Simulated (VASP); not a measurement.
## Geometry relaxation of Ni (part 3 of 3)

Continued. System: Ni (Fm-3m, 1 atom in the cell). Method: Kohn-Sham DFT of a periodic cell, LDA, VASP PAW LDA potentials, recommended, spin-polarised (VASP 6.6.1); cutoff 520 eV, 20×20×20 k-mesh, Gaussian smearing of 0.1 eV, collinear spins. The structure derives from an entry of the Crystallography Open Database.

Geometry of the input (Å; fractional positions):
```
0.0000  1.7619  1.7619
1.7619  0.0000  1.7619
1.7619  1.7619  0.0000
Ni 0.0000  0.0000  0.0000
```

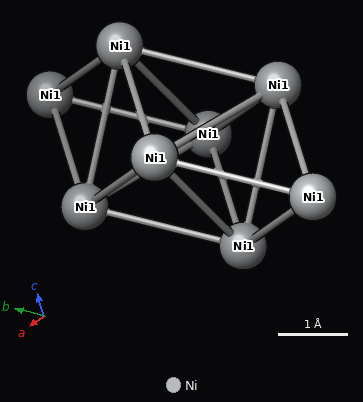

Fig. 1: The geometry at step 5 of the log (ball-and-stick view of the cell of the calculation, seen at an oblique angle; atoms are numbered from 1 in the order of the input).

Trajectory as extended XYZ, continued
```
1
Lattice="0.0000 1.7119 1.7119 1.7119 -0.0000 1.7119 1.7119 1.7119 0.0000" Properties=species:S:1:pos:R:3:forces:R:3 step=4 energy=-6.58328
Ni    1.7119    1.7119    0.0000    0.0000   0.0000   0.0000
1
Lattice="-0.0000 1.7117 1.7117 1.7117 -0.0000 1.7117 1.7117 1.7117 0.0000" Properties=species:S:1:pos:R:3:forces:R:3 step=5 energy=-6.58328
Ni    0.0000    0.0000    0.0000    0.0000   0.0000   0.0000
```

Results in brief

| quantity | value |
| --- | --- |
| outcome | converged |
| space group (tolerance 0.01 Å) | Fm-3m (225) |
| electrons treated | 10 |
| free energy | −6.5833 eV |
| gap on the k-point mesh | none (metallic) |
| net moment of the cell | 0.60 μB |
| pressure | 0.02 GPa |
| final volume | 10.03 Å³ |
| largest force (length of the vector) at the end | under 0.001 eV/Å |
| final cell | a = 2.421 Å, b = 2.421 Å, c = 2.421 Å, α = 60.00°, β = 60.00°, γ = 60.00° |
| wall time | 2 min |
| peak memory | 0.17 GiB |

Remarks

The volume changed by more than 5 % on the plane waves of the start, so the result carries a basis error; a second relaxation from the end is advised.
